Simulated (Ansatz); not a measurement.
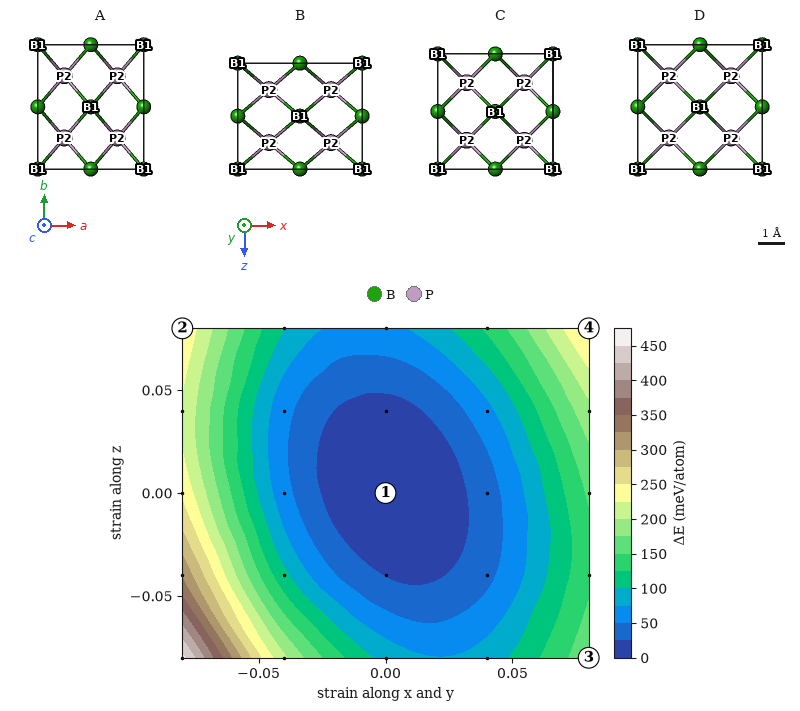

A scan of crystalline BP (F-43m): the cell is strained equally along x and y and separately along z, with the atoms kept at their fractional coordinates. x, y and z are the Cartesian axes of the input. The map is interpolated between the computed points (dots). The frames are shuffled; each belongs to one numbered point. The picture is a ball-and-stick view of the conventional cell (4 times the calculation's cell), seen along the c axis. Lengths and directions refer to the drawn axes.

All numbers below come from DFT PBE, scalar-relativistic, plane waves, PAW in Ansatz. Set-up: plane-wave cutoff 420 eV; k-point mesh 10 × 10 × 10; occupations gaussian; smearing width 0.05 eV; no spin polarisation. Energies (free energies at the smearing named) are counted from the cell as listed in its source, which wasn't relaxed.

Q: Which frame belongs to which numbered point?

A: Point 1 is frame C, at (0.000, 0.000) and 0 meV/atom; 2 is frame A, at (−0.080, 0.080) and 246 meV/atom; 3 is frame B, at (0.080, −0.080) and 167 meV/atom; 4 is frame D, at (0.080, 0.080) and 259 meV/atom. In pairs of (strain along x and y; strain along z): the lowest computed point lies at (0.000, 0.000) (0 meV/atom), the highest at (−0.080, −0.080) (456 meV/atom). The valley is tilted: raising the in-plane strain is made harder by raising the strain along z (cross term 0.28 of the geometric mean of the two curvatures). Over the ranges scanned the energy rises more along the first axis, the in-plane strain. The pressure runs from −23.4 GPa at (0.080, 0.080) to 67.1 GPa at (−0.080, −0.080). The band gap on the mesh, 1.24 eV in the reference, closes at 5 of the 25 computed points.
